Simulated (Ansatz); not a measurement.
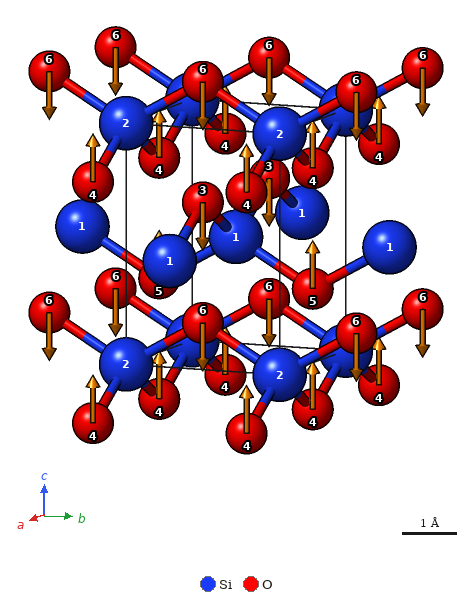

A relaxation of crystalline SiO₂ (a generated structure, set up in P4_2/nmc) (coarse preliminary run). The starting structure is drawn; orange arrows show the displacements (the part carried along by the change of the cell is left out), at their true length.

A ball-and-stick model of the cell of the calculation, seen slightly off an axis.

Case: Hf → Si on all its sites, cell and atoms relaxed.

Computed with DFT PBE, scalar-relativistic, plane waves, PAW (Ansatz).

The input:
```yaml
crystal:
  lattice:
    - [3.112522621, 0.0, 0.0]
    - [0.0, 3.112522621, 0.0]
    - [0.0, 0.0, 4.5457356434]
  atoms:
    - { symbol: Si, position: [0.5, 0.5, 0.5] }
    - { symbol: Si, position: [0.0, 0.0, 0.0] }
    - { symbol: O, position: [0.0, 0.5, 0.6932521125] }
    - { symbol: O, position: [0.5, 0.0, 0.8067478875] }
    - { symbol: O, position: [0.5, 0.0, 0.3067478875] }
    - { symbol: O, position: [0.0, 0.5, 0.1932521125] }
basis:
  ecutwfc: 420
kpoints:
  mp_grid: { grid: [6, 6, 4] }
hamiltonian:
  xc: pbe
scf:
  occupations: { method: gaussian, width: 0.1 }
output:
  forces: true
  stress: true
  eigenvalues: true
relax:
  adjacent_minimum: "off"
  f_tol: 0.05
  max_steps: 60
  cell: { stress_tol: 0.5 }
```

Launched with:
```bash
ansatz run input.yaml --threads 1 --pin off --max-ram 2560MiB --backend cpu --events-out ev --progress --plain --runs-dir out
```

Q: Which element moves most?

A: Oxygen: up to 0.93 Å, against 0.00 Å for silicon.

Q: What happened in the run?

A: The largest moves relative to the cell, 0.93 Å, are those of O3, O4, O5 and O6. O5 goes along +c. Si stays in place. The drawn cell changes as follows: a = b 3.113 → 2.839 Å (−8.8 %), c 4.546 → 9.211 Å (+102.6 %); the volume changes by +68.6 %. Some distances before and after: Si1–O4 2.090 → 4.010 Å, Si1–O3 1.787 → 1.657 Å. Among the angles between lasting bonds that change: O3–Si1–O3 121.1° → 117.9°, Si1–O3–Si1 121.1° → 117.9°. The space group stays P4_2/nmc (No. 137). Over 26 accepted moves (33 points after the start) the energy falls by 741 meV per atom. Largest force component: 2.3 eV/Å at the start, 0.0036 eV/Å at the end. Pressure: 25.46 GPa at the start and 0.10 GPa at the end. At 7 points the geometry stayed and the basis and grid were re-selected for the new cell (energy shift of 65.2 meV per atom at most each time).
